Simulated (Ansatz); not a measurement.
**Run report: Al₃GaN₄, band-structure calculation (part 1 of 2)**

- system: Al₃GaN₄ (P-43m, 8 atoms in the cell)
- method: DFT HSE06, scalar-relativistic, plane waves, PAW, no spin polarisation (Ansatz 0.2.0)

The structure derives from a Materials Project entry. Figures and captions count atoms from 1; the log counts them from 0 in places.

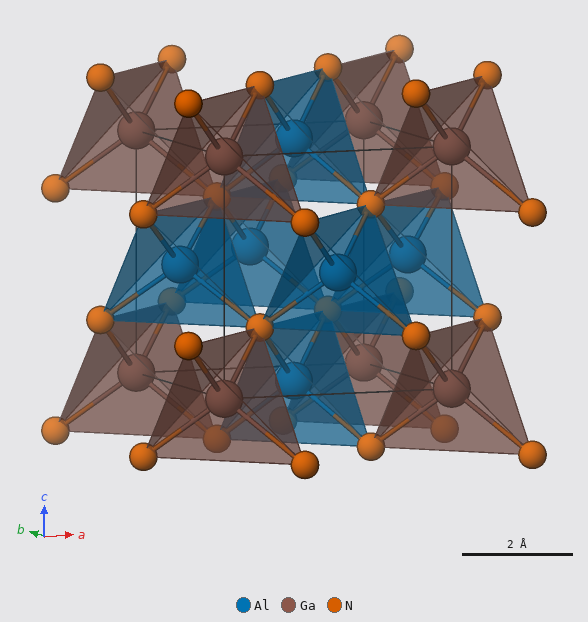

Fig. 1: The input geometry (polyhedral view of the cell of the calculation, seen slightly off an axis; polyhedra are completed across the faces of the cell).

**Input file**
```yaml
crystal:
  lattice:
    - [4.4386454846, 0.0, 0.0]
    - [0.0, 4.4386454846, 0.0]
    - [0.0, 0.0, 4.4386454846]
  atoms:
    - { symbol: Al, position: [0.5, 0.5, 0.0] }
    - { symbol: Al, position: [0.5, 0.0, 0.5] }
    - { symbol: Al, position: [0.0, 0.5, 0.5] }
    - { symbol: Ga, position: [0.0, 0.0, 0.0] }
    - { symbol: "N", position: [0.7440501733, 0.7440501733, 0.2559498267] }
    - { symbol: "N", position: [0.7440501733, 0.2559498267, 0.7440501733] }
    - { symbol: "N", position: [0.2559498267, 0.7440501733, 0.7440501733] }
    - { symbol: "N", position: [0.2559498267, 0.2559498267, 0.2559498267] }
basis:
  ecutwfc: 420
kpoints:
  mp_grid: { grid: [4, 4, 4] }
  band_path:
    path:
      - [[0.0, 0.0, 0.0], [0.0, 0.5, 0.0], [0.5, 0.5, 0.0], [0.0, 0.0, 0.0], [0.5, 0.5, 0.5], [0.0, 0.5, 0.0]]
      - [[0.5, 0.5, 0.5], [0.5, 0.5, 0.0]]
    npoints: 4
hamiltonian:
  xc: hse06
scf:
  occupations: { method: gaussian, width: 0.02 }
output:
  forces: true
  stress: true
  eigenvalues: true
  populations: true
  dos: { projected: true, de: 0.02 }
  bader: false
  write_density: true
  write_potential: true
  elf: true
  volumetric_format: npy
```

Run on 2 threads of AMD EPYC (Zen 5), 32 GiB of memory available, shared host.

Launched with:
```bash
ansatz run input.yaml --threads 2 --pin off --max-ram 5120MiB --backend cpu --events-out ev --progress --plain --runs-dir out
```

**What the program printed**
```
Warning: output.stress: scf.convergence.dr2_threshold = 1e-7 eV (the SCF's general default) is looser than the 8e-10 eV advised for a printed stress (1e-10 eV for each atom of the cell: 8). What an SCF threshold leaves in a stress goes as its square root, and in the free energy as the threshold itself, and one threshold admits the most on a small cell: of the crystals measured, under no hybrid functional and no lock of the moments, on runs that ended without the residual-converged pass, on stresses that held no estimate of that error, the worst erred by over 100 MPa in a component at 1e-7 eV an atom and by under 5 at 1e-10. Set scf.convergence.dr2_threshold to 8e-10 eV or tighter. The threshold is an SCF's pass mark: one that does not reach it within its budget of iterations ends unconverged, or closes short of it on a stop that the run arms, and scf.convergence.dr2_threshold's page says what that costs each kind of run
Warning: output.stress: scf.exx.energy_threshold = 1e-6 eV is looser than the 8e-8 eV advised for a stress under a hybrid functional (1e-8 eV for each atom of the cell: 8). Every SCF of the exchange loop can meet its threshold on dr2 while the loop round them stops early: no threshold on dr2 bounds what that leaves in the stress. Set scf.exx.energy_threshold to 8e-8 eV or tighter. The threshold is the loop's pass mark: a loop that does not reach it within its budget of cycles ends unconverged, and scf.exx.energy_threshold's page has the law
Engine: ansatz 0.2.0, x86_64-unknown-linux-gnu
Pseudopotentials: kind: paw
Pseudopotential: Al, paw, valence charge 3, recommended cutoff 420 eV (normal), Al.paw.azcp
Pseudopotential: Ga, paw, valence charge 13, recommended cutoff 420 eV (normal), Ga.paw.azcp
Pseudopotential: N, paw, valence charge 5, recommended cutoff 420 eV (normal), N.paw.azcp
Functional definition: HSE06
  parameter a = 0.25
  parameter omega = 0.11/bohr
  exchange = pbe_x - a*pbe_x_sr(omega) + a*exact_x_sr(omega)
  correlation = pbe_c
Crystal: 8 atoms, lattice volume = 87.448 Å³
Basis set: ecut = 420 eV, 1743 PW (Γ), exchange–correlation on 60×60×60 points (8 copies of the dense FFT grid, shifted against one another)
Bands: 29, of which v1, the nominal top of the filled ones, is band 21 counted from 1 (20 counted from 0)
Symmetry: 24 space group operations
Space group: P-43m (ITA 215), of the structure as read, at distance tolerance 4.4e-5 Å
k-points: 10 of 64 (time reversal used)
Non-local potential: Al, projectors of the file, l = 0: 2, l = 1: 2, l = 2: 1
Non-local potential: Ga, projectors of the file, l = 0: 2, l = 1: 2, l = 2: 3, l = 3: 1
Non-local potential: N, projectors of the file, l = 0: 2, l = 1: 2, l = 2: 1
PAW form: soft (Blöchl's): semilocal exchange-correlation on the pseudo side does not see the compensation charge
PAW frozen core: Al, regenerated for the run's functional, and the local potential with it (the file was generated under x = pbe(κ = 0.804, μ = 0.2195149727645171), c = pbe(β = 0.06672455060314922))
PAW frozen core: Ga, regenerated for the run's functional, and the local potential with it (the file was generated under x = pbe(κ = 0.804, μ = 0.2195149727645171), c = pbe(β = 0.06672455060314922))
PAW frozen core: N, regenerated for the run's functional, and the local potential with it (the file was generated under x = pbe(κ = 0.804, μ = 0.2195149727645171), c = pbe(β = 0.06672455060314922))
PAW one-centre angular grid: Al, 110 points (default); XC on 64 Gauss nodes
PAW one-centre angular grid: Ga, 590 points (default); XC on 64 Gauss nodes
PAW one-centre angular grid: N, 110 points (default); XC on 64 Gauss nodes
Initial density: superposition of atomic densities (neutral atoms: chi_scale 0, normalization atom), corrected by the library's trained network
Initial wavefunctions: pseudopotential atomic-orbital guess
Functional: x = pbe(κ = 0.804, μ = 0.2195149727645171), c = pbe(β = 0.06672455060314922), warm-up for x = pbe(κ = 0.804, μ = 0.2195149727645171) + 0.25 (exact − pbe) at short range (hse, ω = 0.20786987370883472 Å⁻¹), c = pbe(β = 0.06672455060314922); HSE06 as pw.x's `hse` composes it (authors' and Libxc's form: `xc: wpbeh`)
SCF iter   1: F=—  HF=-6940.519280 eV  |F-HF|=—  |Δ(HF+E_count)|=         —  Δρ=1.18e-3  dr2=1.20e-3  ethr=1.77e-3  ⟨swp⟩=10.5  Hψ=1541  notcnv=0
preconditioner: auto → none  [insulator: Δε(μ)=3.301 eV  Ē_g=14.606 eV  σ=0.020 eV  W_gap=1.00  n_scr=18 (ndim 8)  ℏωp=25.7 eV  f_vac=0.000  D(μ)=0.00/eV (n_scr^D=0)]
SCF iter   2: F=-6940.520529 eV  HF=-6940.520457 eV  |F-HF|=7.22e-5  |Δ(HF+E_count)|=   1.18e-3  Δρ=5.95e-4  dr2=1.49e-4  ethr=2.86e-6  ⟨swp⟩=5.3  Hψ=1084  notcnv=0  defer=8
SCF 1 stopped early in 2 iterations: F = -6940.520529 eV  dr2 = 1.49e-4
  greatest PAW one-centre occupation: 0.995 electrons in one spin orbital (limit 2), on the Ga atom at site 3 (counted from 0), in its partial waves of l = 2
Initial density: handed on by an earlier stage of this run
Initial wavefunctions: those handed on with the density
Functional: x = pbe(κ = 0.804, μ = 0.2195149727645171) + 0.25 (exact − pbe) at short range (hse, ω = 0.20786987370883472 Å⁻¹), c = pbe(β = 0.06672455060314922); HSE06 as pw.x's `hse` composes it (authors' and Libxc's form: `xc: wpbeh`)
Exchange kernel: α = 0.2500, screened, ω = 0.2079 Å⁻¹, Wigner–Seitz truncation, v(0) = 1041.7636 eV·Å³, q-mesh 4×4×4, nearest image of the exchange supercell L = 17.75 Å, pair-density grid 24×24×24, without the augmentation charges, whose exchange is taken in its separable form by FFT convolution over the k-point mesh (sized by the pseudopotential files, 30×30×30 at the most), smooth part of the exact exchange by density-matrix convolution
Frozen-core exchange: fock
SCF iter   1: F=—  HF=-6942.330801 eV  |F-HF|=—  |Δ(HF+E_count)|=         —  Δρ=1.04e-2  dr2=4.04e-2  ethr=3.55e-6  ⟨swp⟩=9.5  Hψ=1585  notcnv=0
preconditioner: auto → none  [insulator: Δε(μ)=4.571 eV  Ē_g=17.048 eV  σ=0.020 eV  W_gap=1.00  n_scr=18 (ndim 8)  ℏωp=25.7 eV  f_vac=0.000  D(μ)=0.00/eV (n_scr^D=0)]
SCF iter   2: F=—  HF=-6942.312152 eV  |F-HF|=—  |Δ(HF+E_count)|=   1.86e-2  Δρ=3.25e-3  dr2=6.38e-3  ethr=3.55e-6  ⟨swp⟩=4.0  Hψ=1016  notcnv=0
SCF iter   3: F=—  HF=-6942.326975 eV  |F-HF|=—  |Δ(HF+E_count)|=   1.48e-2  Δρ=2.60e-3  dr2=2.58e-3  ethr=3.55e-6  ⟨swp⟩=4.3  Hψ=1018  notcnv=0
SCF iter   4: F=—  HF=-6942.326255 eV  |F-HF|=—  |Δ(HF+E_count)|=   7.20e-4  Δρ=7.55e-4  dr2=2.10e-4  ethr=3.55e-6  ⟨swp⟩=3.0  Hψ=568  notcnv=0
iter 5 solved again at ethr=3.76e-8 eV; its pass at ethr=4.62e-7 eV (dr2=1.58e-5 eV) is discarded
SCF iter   5: F=—  HF=-6942.326436 eV  |F-HF|=—  |Δ(HF+E_count)|=   1.80e-4  Δρ=1.92e-4  dr2=1.72e-5  ethr=3.76e-8  ⟨swp⟩=3.4  Hψ=1124  notcnv=0
SCF iter   6: F=-6942.326431 eV  HF=-6942.326430 eV  |F-HF|=1.50e-6  |Δ(HF+E_count)|=   6.21e-6  Δρ=4.03e-5  dr2=2.77e-6  ethr=3.72e-8  ⟨swp⟩=4.0  Hψ=704  notcnv=0
SCF 2 stopped early in 6 iterations: F = -6942.326431 eV  dr2 = 2.77e-6
  Residual-converged pass: ⟨swp⟩=3.9  Hψ=717  notcnv=0  max |occ|·‖R‖ = 6.5e-6 eV (tolerance 6.7e-6 eV)  dr2=2.85e-6  dr2_onsite=1.84e-7  max |Δocc| = 0.0e0
  greatest PAW one-centre occupation: 0.996 electrons in one spin orbital (limit 2), on the Ga atom at site 3 (counted from 0), in its partial waves of l = 2
hybrid outer 1: dexx = +1.789e-2 eV, tail = 4.11e-5 eV
Exchange kernel: α = 0.2500, screened, ω = 0.2079 Å⁻¹, Wigner–Seitz truncation, v(0) = 1041.7636 eV·Å³, q-mesh 4×4×4, nearest image of the exchange supercell L = 17.75 Å, pair-density grid 24×24×24, without the augmentation charges, whose exchange is taken in its separable form by FFT convolution over the k-point mesh (sized by the pseudopotential files, 30×30×30 at the most), smooth part of the exact exchange by density-matrix convolution
Frozen-core exchange: fock
SCF iter   1: F=—  HF=-6942.326149 eV  |F-HF|=—  |Δ(HF+E_count)|=         —  Δρ=2.55e-5  dr2=3.59e-7  ethr=4.89e-7  ⟨swp⟩=5.7  Hψ=747  notcnv=0
preconditioner: auto → none  [insulator: Δε(μ)=4.604 eV  Ē_g=16.980 eV  σ=0.020 eV  W_gap=1.00  n_scr=18 (ndim 8)  ℏωp=25.7 eV  f_vac=0.000  D(μ)=0.00/eV (n_scr^D=0)]
SCF iter   2: F=—  HF=-6942.326150 eV  |F-HF|=—  |Δ(HF+E_count)|=   9.32e-7  Δρ=1.54e-5  dr2=1.08e-7  ethr=6.87e-10  ⟨swp⟩=4.5  Hψ=962  notcnv=0  defer=2
SCF iter   3: F=—  HF=-6942.326150 eV  |F-HF|=—  |Δ(HF+E_count)|=   1.84e-8  Δρ=5.56e-6  dr2=1.27e-8  ethr=2.36e-10  ⟨swp⟩=2.5  Hψ=530  notcnv=0  defer=3
SCF iter   4: F=-6942.326150 eV  HF=-6942.326150 eV  |F-HF|=1.75e-9  |Δ(HF+E_count)|=   3.08e-8  Δρ=1.72e-6  dr2=1.55e-9  ethr=2.52e-11  ⟨swp⟩=5.1  Hψ=928  notcnv=0  defer=2
SCF 3 converged in 4 iterations: F = -6942.326150 eV  dr2 = 1.55e-9
  Residual-converged pass: ⟨swp⟩=3.0  Hψ=611  notcnv=0  max |occ|·‖R‖ = 8.2e-7 eV (tolerance 8.9e-7 eV)  dr2=1.56e-9  dr2_onsite=1.13e-9  max |Δocc| = 0.0e0
```

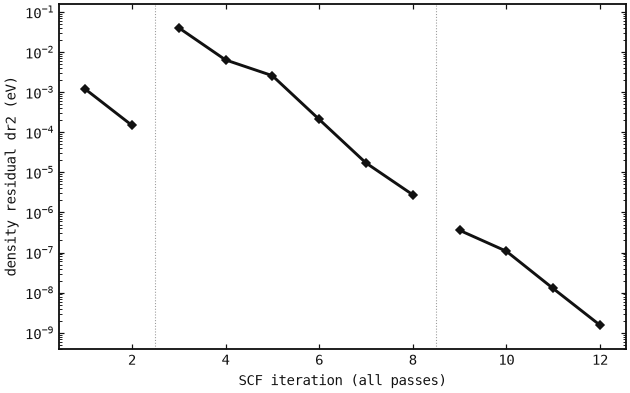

Fig. 2: Convergence of the self-consistent field: density residual dr2 against the SCF iteration. The run starts with a semilocal functional; after that each stretch between dotted lines is one SCF of the hybrid functional between two exact rebuilds of the exchange operator by the outer loop. Early passes are stopped at a loose threshold. The passes take 2, 6 and 4 iterations.

```
hybrid outer 2: dexx = +5.883e-7 eV, tail = 1.92e-8 eV, Δε = 2.56e-3 eV (about 6.61e-5 eV left of the loop's levels), ΔF = 3.48e-4 eV/Å (tail 1.39e-4)
NSCF: frozen V_eff on 26 k-points
hybrid SCF converged: 2 outer / 10 inner (+2 warm-up), last move |dexx| = 5.88e-7 eV, tail = 1.92e-8 eV
Stability not checked: this state was not tested for a lower state beside it, because the functional holds exact exchange (a hybrid, or Hartree-Fock), whose exchange loop this test does not read (fock_operator; see scf.lower_state_search)
Free energy (F): -6942.326150 eV
Frozen-core exchange: fock
Harris-Foulkes:  -6942.326150 eV  (|F-HF|=1.75e-9)
Internal energy: -6942.326150 eV  (E = F + TS)
E sigma→0 (E₀):  -6942.326150 eV
Fermi energy:    8.785764 eV
```
